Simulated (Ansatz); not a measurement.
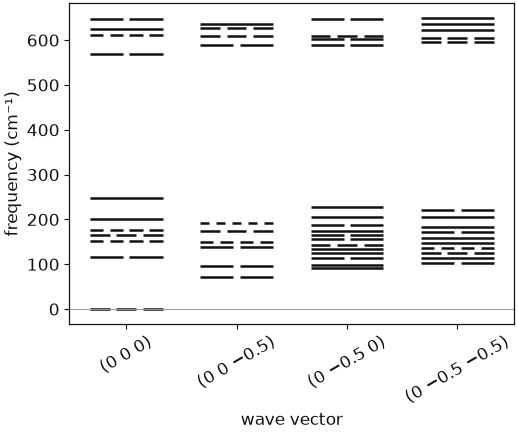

The figure shows the phonon frequencies at several wave vectors (in fractions of the reciprocal vectors of the given cell) for Ta₂N, space group P-31m (No. 162). Imaginary frequencies are drawn as negative.

Structure:
```xyz
9
Lattice="5.2289 0.0000 0.0000 -2.6145 4.5284 0.0000 0.0000 0.0000 4.8859" Properties=species:S:1:pos:R:3 pbc="T T T"
Ta    1.7438    3.0204    3.6770
Ta   -0.8706    1.5080    3.6770
Ta    1.7412    0.0000    3.6770
Ta    0.8706    1.5080    1.2089
Ta   -1.7438    3.0204    1.2089
Ta    3.4877    0.0000    1.2089
N     2.6145    1.5095    2.4430
N     0.0000    3.0189    2.4430
N     0.0000    0.0000    0.0000
```

How it was computed, with Ansatz 0.2.0: harmonic phonon frequencies at the irreducible points of a q mesh with atoms at rest in the given cell, q in fractions of the reciprocal cell vectors, no long-range term at q = 0, imaginary frequencies are negative, the first points where there are many; plane waves with PAW datasets. Level: LDA, no spin polarisation.

wave cutoff 420 eV; k mesh 12×12×8; occupations Fermi–Dirac; smearing width 0.15 eV; pressure 0 GPa; phonon method linear response; q mesh 2×2×2.

Is the structure dynamically stable by these modes?

No frequency is imaginary, so the structure is stable to these displacements at the wave vectors computed.

What is the highest frequency?

The highest mode among the wave vectors computed lies at 652.9 cm⁻¹, at (0 −0.5 0).

Keep in mind: image ties in doubt; metal sensitive to the k mesh; no spin polarisation, a magnetic state may lie lower.

The computed values:

| at | frequency (cm⁻¹) |
| --- | --- |
| (0 0 0) | 0.0 |
| (0 0 0) | 0.0 |
| (0 0 0) | 0.0 |
| (0 0 0) | 115.7 |
| (0 0 0) | 115.7 |
| (0 0 0) | 151.1 |
| (0 0 0) | 151.1 |
| (0 0 0) | 157.4 |
| (0 0 0) | 157.4 |
| (0 0 0) | 164.6 |
| (0 0 0) | 164.6 |
| (0 0 0) | 166.5 |
| (0 0 0) | 177.0 |
| (0 0 0) | 177.0 |
| (0 0 0) | 179.8 |
| (0 0 0) | 179.8 |
| (0 0 0) | 201.8 |
| (0 0 0) | 247.4 |
| (0 0 0) | 568.1 |
| (0 0 0) | 568.1 |
| (0 0 0) | 611.8 |
| (0 0 0) | 616.4 |
| (0 0 0) | 617.0 |
| (0 0 0) | 617.0 |
| (0 0 0) | 625.2 |
| (0 0 0) | 646.3 |
| (0 0 0) | 646.3 |
| (0 0 −0.5) | 71.7 |
| (0 0 −0.5) | 71.7 |
| (0 0 −0.5) | 96.4 |
| (0 0 −0.5) | 96.4 |
| (0 0 −0.5) | 139.4 |
| (0 0 −0.5) | 139.4 |
| (0 0 −0.5) | 148.8 |
| (0 0 −0.5) | 155.4 |
| (0 0 −0.5) | 156.2 |
| (0 0 −0.5) | 156.2 |
| (0 0 −0.5) | 173.5 |
| (0 0 −0.5) | 173.5 |
| (0 0 −0.5) | 173.6 |
| (0 0 −0.5) | 191.3 |
| (0 0 −0.5) | 191.3 |
| (0 0 −0.5) | 194.4 |
| (0 0 −0.5) | 197.1 |
| (0 0 −0.5) | 198.0 |
| (0 0 −0.5) | 589.7 |
| (0 0 −0.5) | 589.7 |
| (0 0 −0.5) | 608.2 |
| (0 0 −0.5) | 608.2 |
| (0 0 −0.5) | 608.6 |
| (0 0 −0.5) | 626.1 |
| (0 0 −0.5) | 633.8 |
| (0 0 −0.5) | 633.8 |
| (0 0 −0.5) | 636.5 |
| (0 −0.5 0) | 91.2 |
| (0 −0.5 0) | 99.3 |
| (0 −0.5 0) | 113.1 |
| (0 −0.5 0) | 120.2 |
| (0 −0.5 0) | 125.0 |
| (0 −0.5 0) | 134.9 |
(the first 60 of 108 rows)
